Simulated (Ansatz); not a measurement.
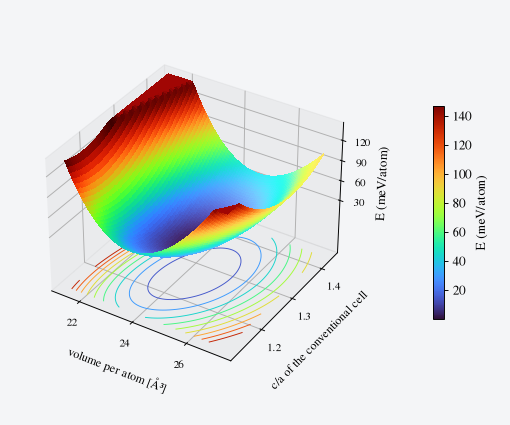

Energy landscape of Te₂Pt (P-3m1, No. 164; 3 atoms in the cell). 
- The energy is mapped over volume and the cell's shape.
- The first coordinate is: volume per atom; the second: c/a of the conventional cell.
- Nothing is relaxed (fractional coordinates fixed).
- Grid: 7 × 7 points.
- Points are written as (first, second).
- Energies are in meV/atom, from the lowest grid point.
- Computed with Ansatz 0.2.0, DFT PBEsol, scalar-relativistic, plane waves, PAW. Settings: cutoff 420 eV, k-mesh 12×12×8 in the order of the run's cell vectors, gaussian smearing 0.15 eV, no spin polarisation.

The picture shows a relief with its contours projected below, any walls above the top of the colour scale cut off. Between grid points the surface is interpolated. 

Summarise what can be read from the map.

Answer. The lowest grid point is at (24.26 Å³, 1.270). It is the only kind of minimum in the scanned range. The highest grid point, (21.35 Å³, 1.433), lies 256 meV/atom above the lowest. Round the minimum the valley is somewhat tilted: raising volume per atom shifts the best value of c/a of the conventional cell upwards (coupling k₁₂/√(k₁₁k₂₂) about −0.3).

Each point was launched as `ansatz run input.yaml --threads 1 --pin off --max-ram 2048MiB --backend cpu --events-out ev --progress --plain --runs-dir out`. Time for the 49 points that were run: 8.9 min on 1 thread of AMD EPYC 7R43 64-Core Processor (Zen 3), with other jobs on the host.
